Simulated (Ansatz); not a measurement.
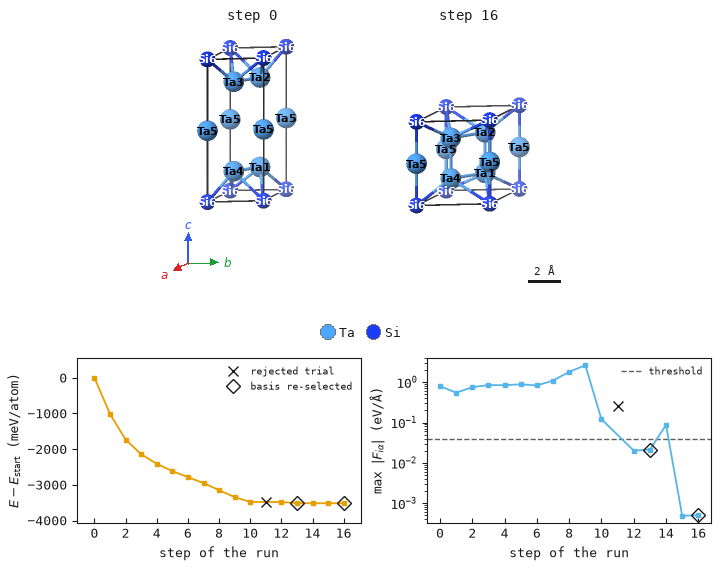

First and last geometry of a relaxation of a crystal of Ta$_{5}$Si (a generated structure, set up in P6/mmm) (coarse preliminary run), with the history of the run. The picture is a ball-and-stick view of the cell of the calculation, seen slightly off an axis.

Theory: DFT PBE, scalar-relativistic, plane waves, PAW in Ansatz.

Input
```yaml
crystal:
  lattice:
    - [3.62157474, 0.0, 0.0]
    - [-1.81078737, 3.13637573, 0.0]
    - [0.0, 0.0, 9.38668542]
  atoms:
    - { symbol: Ta, position: [0.33333333, 0.66666667, 0.18622489] }
    - { symbol: Ta, position: [0.33333333, 0.66666667, 0.81377511] }
    - { symbol: Ta, position: [0.66666667, 0.33333333, 0.81377511] }
    - { symbol: Ta, position: [0.66666667, 0.33333333, 0.18622489] }
    - { symbol: Ta, position: [0.0, 0.0, 0.5] }
    - { symbol: Si, position: [0.0, 0.0, 0.0] }
basis:
  ecutwfc: 420
kpoints:
  mp_grid: { grid: [6, 6, 2] }
hamiltonian:
  xc: pbe
scf:
  occupations: { method: gaussian, width: 0.1 }
  lower_state_search: "off"
output:
  forces: true
  stress: true
  eigenvalues: true
relax:
  adjacent_minimum: "off"
  f_tol: 0.04
  max_steps: 70
  cell: { stress_tol: 0.4 }
```

Command:
```bash
ansatz run input.yaml --threads 1 --pin off --max-ram 2560MiB --backend cpu --events-out ev --progress --plain --runs-dir out
```

Question: What do the curves and the structures tell?

Answer: It converged. After 13 accepted moves (16 points after the start) the energy has fallen by 3516 meV per atom. The largest force component goes from 0.8 to 0.0005 eV/Å. The pressure goes from 64.94 to 0.08 GPa. The line search rejected the trial step at point 11 of the run. The SCF was repeated twice at an unchanged geometry on a basis and grid sized afresh for the cell, which shifted the energy by 32.0 meV per atom at most. The largest moves relative to the cell, 0.39 Å, are those of Ta1, Ta2, Ta3 and Ta4. Ta4 goes along +c. Si stays in place. The drawn cell changes as follows: a = b 3.622 → 4.727 Å (+30.5 %), c 9.387 → 5.503 Å (−41.4 %); the volume changes by −0.1 %. Some distances before and after: Ta1–Ta2 5.891 → 2.672 Å, Ta5–Si6 4.693 → 2.752 Å, Ta1–Ta2 (another image) 3.496 → 2.831 Å, Ta1–Ta4 2.091 → 2.729 Å. New bonds form, among them: Ta1–Ta2 (3.50 → 2.83 Å), Ta1–Ta2 (5.89 → 2.67 Å), Ta3–Ta4 (3.50 → 2.83 Å), Ta3–Ta4 (5.89 → 2.67 Å). Among the angles between lasting bonds that change: Si6–Ta4–Si6 83.3° → 100.5°, Ta1–Ta4–Si6 140.1° → 152.6°, Ta1–Ta4–Si6 67.4° → 63.7°. The space group stays P6/mmm (No. 191).
